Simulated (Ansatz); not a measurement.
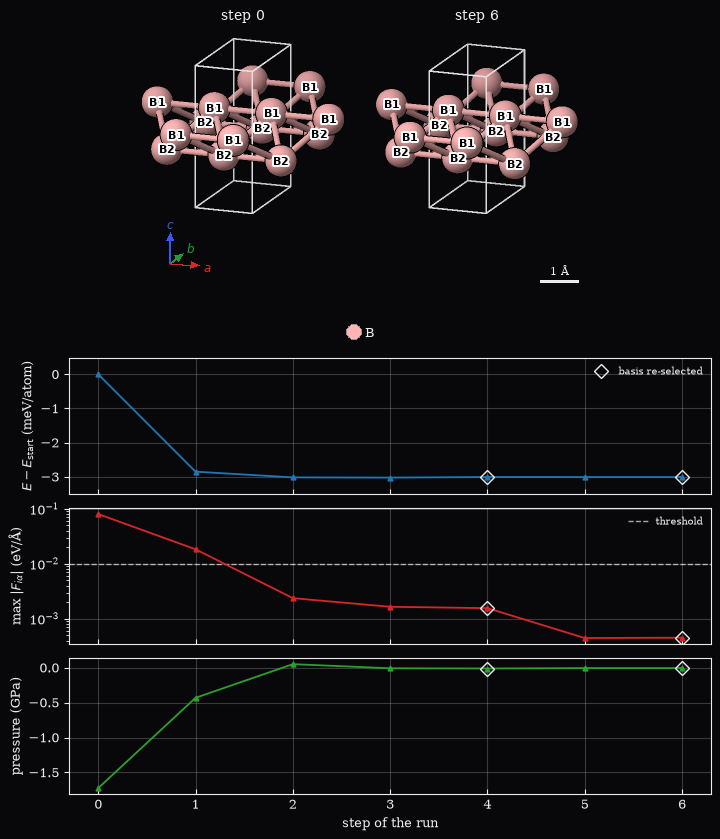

First and last geometry of a relaxation of a crystal of B (a generated structure, set up in Pmmn), with the history of the run. Style: ball-and-stick. Shown: the cell of the calculation, slightly off an axis.

The run lets cell and atoms move.

Computed with Kohn-Sham DFT of a periodic cell, r2SCAN with rVV10, Ansatz PAW in Ansatz 0.2.0.

Input
```yaml
crystal:
  lattice:
    - [1.62456, 0.0, 0.0]
    - [0.0, 2.86615, 0.0]
    - [0.0, 0.0, 3.9144]
  atoms:
    - { symbol: B, position: [0.0, 0.5, 0.60926] }
    - { symbol: B, position: [0.5, 0.0, 0.39074] }
hamiltonian:
  xc: r2scan
  pseudopotentials: { kind: paw }
  dispersion: rvv10
kpoints:
  mp_grid: { grid: [16, 9, 7] }
scf:
  occupations: { method: fermi_dirac, width: 0.05 }
output:
  forces: true
  stress: true
  eigenvalues: true
relax:
  f_tol: 0.01
  max_steps: 40
  cell: { stress_tol: 0.05 }
```

Command:
```bash
ansatz run input.yaml --threads 2 --pin off --max-ram 5632MiB --backend cpu --events-out ev --progress --plain --runs-dir out
```

**Did the run converge, and what did it change?**

It converged. The largest moves relative to the cell, 0.018 Å, are those of B1 and B2. B1 goes along +c. The volume changes by −4.1 %, with a 1.625 → 1.617 Å (−0.5 %), b 2.866 → 2.871 Å (+0.2 %), c 3.914 → 3.766 Å (−3.8 %). Some distances before and after: B1–B1 1.625 → 1.617 Å. The space group stays Pmmn (No. 59). After 4 accepted moves (6 points after the start) the energy has fallen by 3.0 meV per atom. The largest force component goes from 0.08 to 0.00045 eV/Å. Pressure: −1.72 GPa at the start and −0.01 GPa at the end. At 2 points the geometry stayed and the basis and grid were re-selected for the new cell (energy shift of less than 0.05 meV per atom at most each time).
